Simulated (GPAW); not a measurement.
Consider LiF.

Input file:

```
from ase import Atoms
from ase.dft.bandgap import bandgap
from ase.io import write
from ase.units import Bohr, GPa
from gpaw import GPAW, PW
from gpaw.elf import elf_from_dft_calculation

atoms = Atoms(['F', 'Li'],
              cell=[[2.559533, 0.0, 0.0],
                    [0.0, 2.559533, 0.0],
                    [0.0, 0.0, 2.559533]],
              scaled_positions=[[0.5, 0.5, 0.5],
                                [0.0, 0.0, 0.0]],
              pbc=True)

calc = GPAW(mode=PW(800),
            xc='PBE',
            kpts={'size': (10, 10, 10), 'gamma': True},
            occupations={'name': 'fermi-dirac', 'width': 0.05},
            nbands=11,
            convergence={'density': 1e-05, 'energy': 1e-05},
            maxiter=150,
            txt='gpaw.txt')
atoms.calc = calc
energy = atoms.get_potential_energy()
forces = atoms.get_forces()
stress = atoms.get_stress()
calc.write('gs.gpw')
write('result.traj', atoms)
print(f'Energy: {energy:.6f} eV')
print('Forces (eV/A):')
print(forces.round(4))
print('Stress (GPa):', (stress / GPa).round(3))
print('Fermi level:', round(calc.get_fermi_level(), 4), 'eV')
print(f'Gap: {bandgap(calc)[0]:.4f} eV, direct: {bandgap(calc, direct=True)[0]:.4f} eV')

# fields on the real-space grid
write('density.cube', atoms, data=calc.get_pseudo_density() * Bohr**3)
write('potential.cube', atoms, data=calc.get_electrostatic_potential())
write('elf.cube', atoms, data=elf_from_dft_calculation(calc).data)
```

Launched as:

```sh
OMP_NUM_THREADS=1 python run.py
```

Below, planes, directions and counts refer to the conventional cell (a = 2.56 Å, b = 2.56 Å, c = 2.56 Å, α = 90.00°, β = 90.00°, γ = 90.00°).

Space group Pm-3m; a structure from a database of computed crystals, not necessarily the ambient phase.

These are results of GPAW 26.7.0, Kohn-Sham DFT of a periodic cell, PBE, GPAW PAW data sets (gpaw-data 1.2.1), not measurements.

What will maps of the electron localisation function show?

Li–F (2.22 Å): the ELF is about 0.35 at the midpoint: a largely ionic contact.

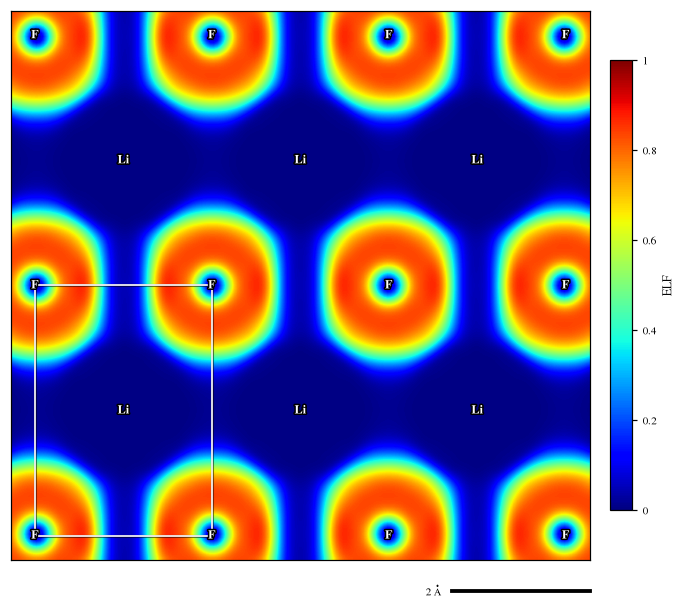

Computed electron localisation function on the (011̄) plane of the conventional cell. 

In a PAW calculation such maps are meaningful between the atoms, not at the nuclei.
